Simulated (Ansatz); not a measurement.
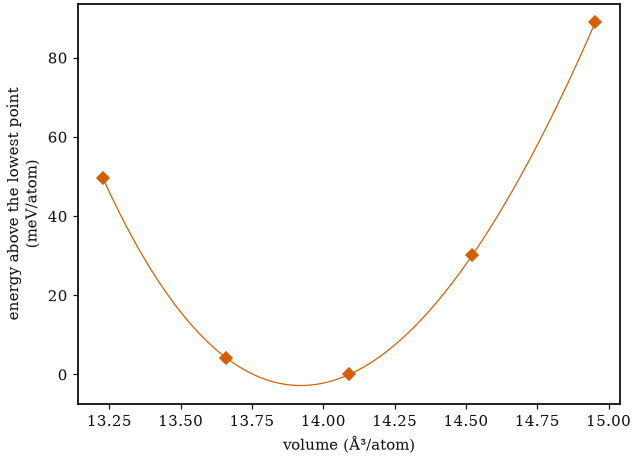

The picture above shows the energy above the lowest point against volume.

How it was computed, with Ansatz 0.2.0 development build: equation of state of a cubic crystal from periodic Kohn-Sham density functional theory without spin, third-order Birch-Murnaghan fit to the free energies; pressure corrected for the finite basis. Level: HSE06.

Q: For which of these solids was it computed?
A. TaC, Fm-3m (No. 225)
B. GaP, F-43m (No. 216)
C. Os, Fm-3m (No. 225)

A: C, Os: energy above the lowest point from 0.0 meV/atom to 89.0 meV/atom, V0 13.92 Å³/atom, B0 440 GPa. The others give: TaC, energy above the lowest point from 0.0 meV/atom to 55.6 meV/atom, V0 11.05 Å³/atom, B0 350 GPa; GaP, energy above the lowest point from 0.0 meV/atom to 24.0 meV/atom, V0 20.5 Å³/atom, B0 87.9 GPa.

For GaP, limits of the calculation: modest k-mesh, values are not fully converged in k.

For Os, limits of the calculation: coarse k-mesh, values are not converged in k; cubic model structure, not the ambient form.

For TaC, limits of the calculation: coarse k-mesh, values are not converged in k.
